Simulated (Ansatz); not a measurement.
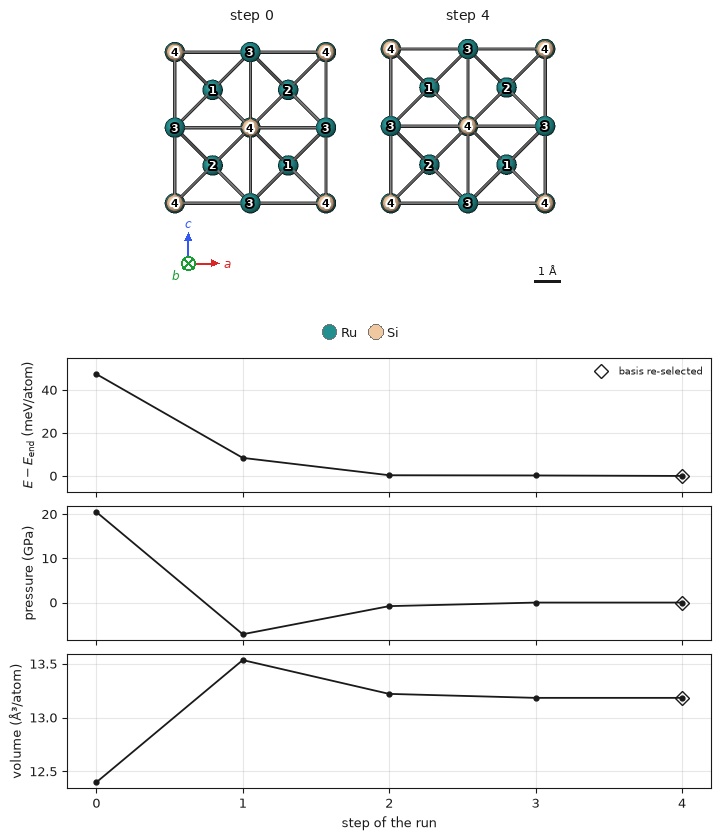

First and last geometry of a relaxation of a crystal of SiRu$_{3}$ (a generated structure, set up in Fm-3m) (coarse preliminary run), with the history of the run. Style: ball-and-stick. Shown: the conventional cell (4 times the calculation's cell), along the b axis. Lengths and directions refer to the drawn axes.

Case: Fe → Ru on all its sites, cell and atoms relaxed.

Method: Ansatz, DFT PBEsol, scalar-relativistic, plane waves, PAW. (plane-wave cutoff 420 eV; k-point mesh 6 × 6 × 6; occupations gaussian; smearing width 0.1 eV; no spin polarisation; cell and atoms relaxed; force threshold 0.05 eV/Å; at most 60 steps)

Read the history and describe the run.

Answer. It converged. No atom moves by more than 0.005 Å relative to the cell. Cell: a = b = c 5.832 → 5.953 Å (+2.1 %). Volume +6.3 %. Among the contacts that change: Ru1–Ru2 2.916 → 2.976 Å, Ru3–Si4 2.916 → 2.976 Å, Ru1–Si4 2.525 → 2.578 Å, Ru1–Ru3 2.525 → 2.578 Å. The space group stays Fm-3m (No. 225). After 3 accepted moves (4 points after the start) the energy has fallen by 47.4 meV per atom. All forces vanish by symmetry, so only the cell relaxes. The pressure goes from 20.50 to 0.00 GPa. The SCF was repeated once at an unchanged geometry on a basis and grid sized afresh for the cell, which shifted the energy by 0.2 meV per atom at most.
